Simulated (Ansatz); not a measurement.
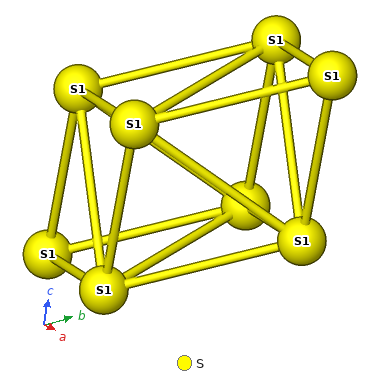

The system is S (Fm-3m, No. 225; 1 atom in the cell); the picture shows the reference structure. The cell is strained homogeneously, by one strain along x and y and another along z, with fractional coordinates fixed (x, y and z along the cube axes). The first coordinate is: strain along x and y; the second: strain along z. Grid: 5 × 5 points. Points are written as (first, second). Energies are in meV/atom, from the lowest grid point. The reference cell is the one listed in the database, not relaxed at this level. The calculation used Ansatz 0.2.0, DFT PBEsol, scalar-relativistic, plane waves, PAW. Settings: cutoff 420 eV, k-mesh 20×20×20, gaussian smearing 0.15 eV, no spin polarisation.

Its coordinates:

```
CELL_PARAMETERS angstrom
0.00000 1.99435 1.99435
1.99435 0.00000 1.99435
1.99435 1.99435 0.00000
ATOMIC_POSITIONS crystal
S 0.00000 0.00000 0.00000
```

Range: strain along x and y from −5.0 to 5.0 %; strain along z from −5.0 to 5.0 %.

### What landscape does the calculation give?

The lowest grid point is at (−5.0 %, 5.0 %). It lies at the edge of the scanned range, so the true minimum may lie outside. The energy also falls towards the edge at (0.0 %, −5.0 %) (21 meV/atom above the lowest), where a further well may lie outside the range. The highest grid point, (5.0 %, 5.0 %), lies 193 meV/atom above the lowest.

| strain along z ↓, strain along x and y → | −5.0 | −2.5 | 0.0 | 2.5 | 5.0 |
| --- | --- | --- | --- | --- | --- |
| 5.0 | 0 | 28 | 71 | 128 | 193 |
| 2.5 | 14 | 27 | 57 | 102 | 158 |
| 0.0 | 29 | 27 | 44 | 77 | 122 |
| −2.5 | 47 | 29 | 32 | 52 | 86 |
| −5.0 | 69 | 34 | 21 | 28 | 51 |

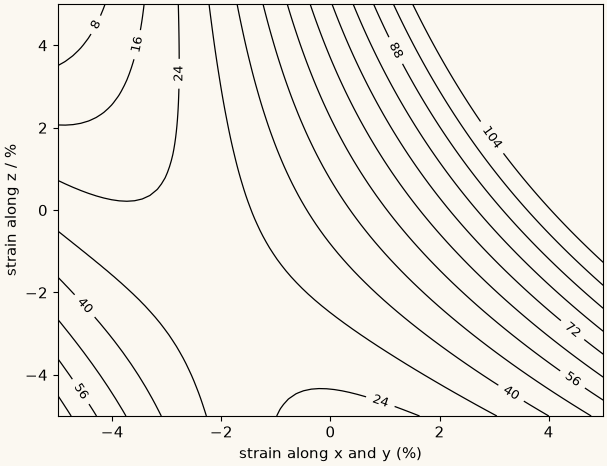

The picture shows contour lines labelled in meV/atom (none above 104). Between grid points the surface is interpolated.
